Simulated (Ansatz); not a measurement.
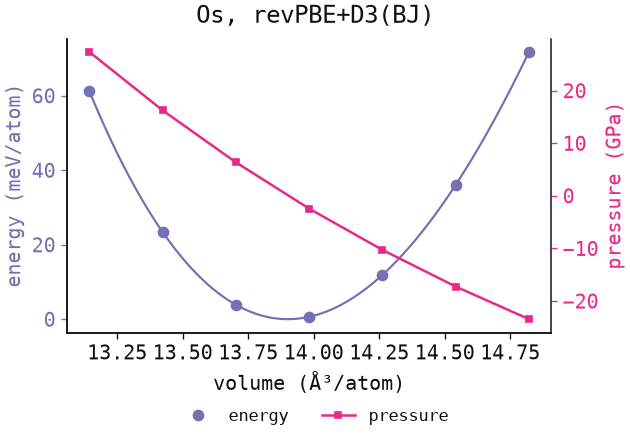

Figure. Energy and pressure against volume for Os, space group P6_3/mmc (No. 194).

A third-order Birch–Murnaghan fit gives V0 = 13.90 Å³/atom, B0 = 427 GPa and B′ = 4.8. The energy is 61.30 meV/atom at volume 13.14 Å³/atom and 71.71 meV/atom at 14.82 Å³/atom; the lowest computed point is at volume 13.98 Å³/atom (0.62 meV/atom), in a single well. The pressure falls from 27.35 GPa at volume 13.14 Å³/atom to −23.47 GPa at 14.82 Å³/atom, and changes sign near 13.90 Å³/atom.

Method: plane-wave DFT, no spin polarisation; energies at scaled volumes of the given cell, shape and fractions fixed, counted from the fit's minimum, third-order Birch-Murnaghan fit (Ansatz 0.2.0). Level: revPBE with D3(BJ).

k mesh 11×11×6; occupations Fermi–Dirac; smearing width 0.05 eV; potentials Ansatz PAW; wave cutoff 420 eV; density cutoff 1680 eV.

Cell as given: a = 2.734 Å, b = 2.734 Å, c = 4.320 Å, α = 90.00°, β = 90.00°, γ = 120.00°; 2 atoms.

Note: the functional was run on potentials made for another functional; shape and atomic fractions are frozen while scaling, which makes layered, chain and framework solids too stiff.
